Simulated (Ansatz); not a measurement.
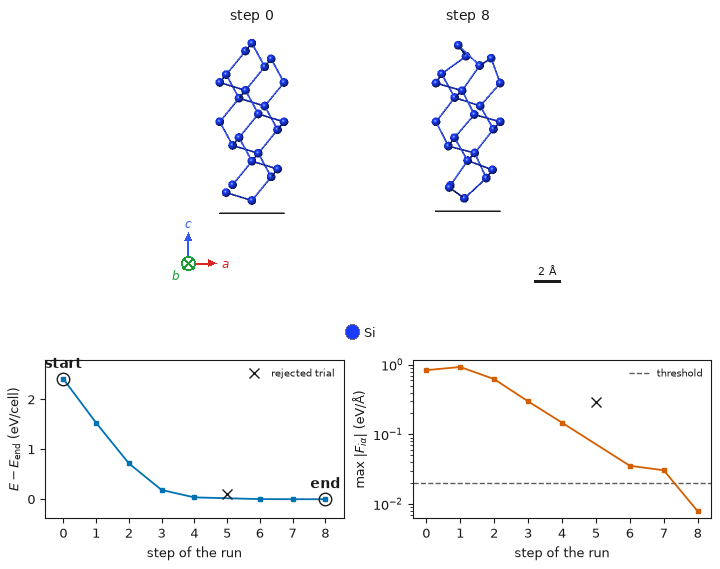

First and last geometry of a relaxation of a slab of composition Si (cut from the Fd-3m phase), with the history of the run. A ball-and-stick model of the cell of the calculation, outlined in the plane, without the vacuum (origin shifted), seen along the b axis.

Case: (2 1 0) slab, atoms relaxed. The slab is the (2 1 0) face of Si.

The calculation used DFT PBEsol, scalar-relativistic, plane waves, PAW in Ansatz. Settings: plane-wave cutoff 420 eV; k-point mesh 7 × 6 × 1; occupations gaussian; smearing width 0.05 eV; no spin polarisation; dipole correction; atoms relaxed in a fixed cell; force threshold 0.02 eV/Å; at most 60 steps.

Read the history and describe the run.

It converged. The largest moves relative to the layer's centre, 0.82 Å, are those of Si atoms. The lattice vectors keep their values. Among the contacts that change: Si–Si 3.842 → 2.718 Å, Si–Si 2.353 → 2.530 Å, Si–Si 2.353 → 2.422 Å, Si–Si 2.353 → 2.399 Å. Bond angles that change, for instance: Si–Si–Si 109.5° → 142.5°, Si–Si–Si 109.5° → 83.6°, Si–Si–Si 109.5° → 88.0°. Over 7 accepted moves (8 points after the start) the energy falls by 2.410 eV per cell of the calculation. The largest force component goes from 0.84 to 0.0079 eV/Å. The line search rejected the trial step at point 5 of the run.
